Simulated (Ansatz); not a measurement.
## Electronic structure of Ta$_{2}$N in real space

```
Ta N
1.0
    -2.89268   -0.06729   -0.06612
    -1.38807    2.68090   -0.00592
    -0.10360   -0.04910   -4.95377
Ta N
2 1
Direct
  0.32723 0.33241 0.25185
  0.66662 0.66559 0.74851
  0.00614 0.00200 0.99964
```

Space group P1; a structure from a database of computed crystals, not necessarily the ambient phase; changed on purpose from its base cell (all atoms moved at random, sigma 0.02 A a component, cell strained at random, sigma 0.03); not relaxed (largest force 1.1 eV/Å); computed pressure about 9 GPa in this cell; computed without spin polarisation.

These are results of DFT PBEsol, scalar-relativistic, plane waves, PAW in Ansatz 0.2.0, not measurements.

Core electrons are frozen (PAW), and the valence fields are smoothed inside the atomic spheres.

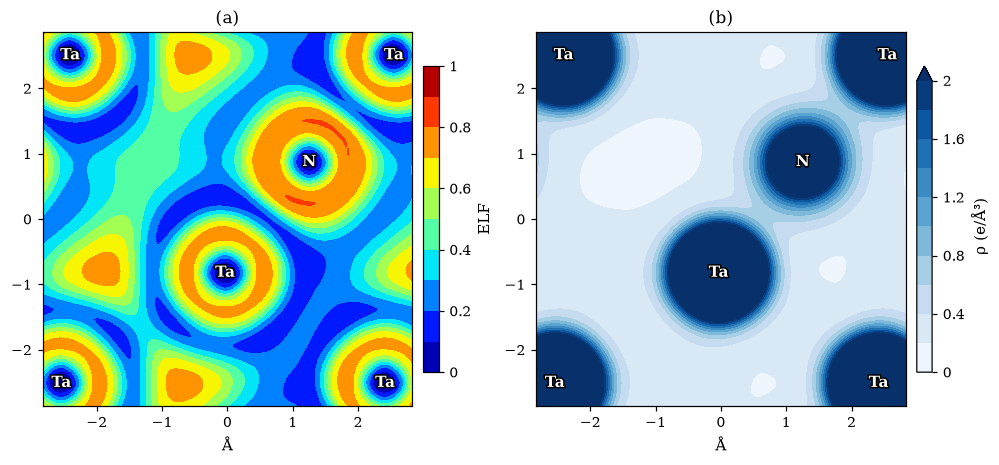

Figure 1. (a) ELF; (b) valence charge density (pseudo) on the (11̄0) plane of the conventional cell.

> What does the map show?

Atoms in the plane: Ta and N. Ta–N (2.08 Å): ρ is about 0.74 e/Å³ halfway; the ELF peaks at about 0.80 in the valence shell of N, 0.6 Å from its nucleus, and drops to about 0.20 between the two atoms: no shared electron pair shows on this line. Ta–N (2.13 Å): the density is about 0.66 e/Å³ at the midpoint; the ELF peaks at about 0.80 in the valence shell of N, 0.6 Å from its nucleus, and drops to about 0.20 between the two atoms: no localised pair shows between them. Ta–Ta (3.02 Å): ρ is about 0.27 e/Å³ halfway; the ELF is about 0.35 at the midpoint. Between the atoms the lowest density in this plane is 0.16 e/Å³. The ELF has a maximum of about 0.75 in the space between the atoms, 1.8 Å from four Ta atoms, on no atom or two-centre bond. The features right at Ta lie inside the PAW spheres, where the map follows smoothed inner orbitals and isn't to be read closely.

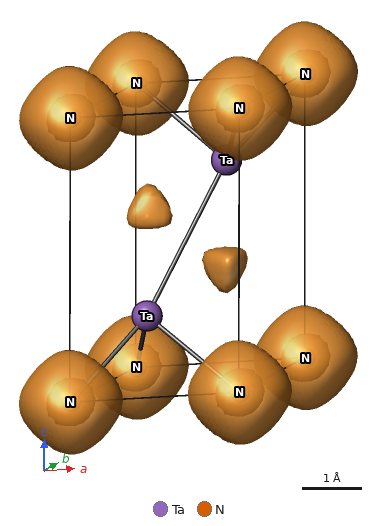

Figure 2. Isosurface of the electron localisation function at 0.65 (orange), seen slightly off an axis. Only the valence region is drawn (cores and ρ < 0.01 e/Å³ removed). Sticks mark near contacts.

> Identify the bonds, lone pairs and shells in this picture.

At this value the surface marks out one region wrapped around N (its valence shell) and two pockets between the atoms, centred on no nucleus (multi-centre or interstitial), counted in one cell of 3 atoms. Regions shared between cells count once. Profiles from the grid: Ta–Ta (2.89 Å): the ELF is about 0.30 at the midpoint: no localised pair shows between them.

> Does the calculation make it a metal, or give it a gap?

It is metallic or semimetallic at this level of theory: no gap opens; semilocal functionals without U, or without the true magnetic order, often close the gap of such compounds.
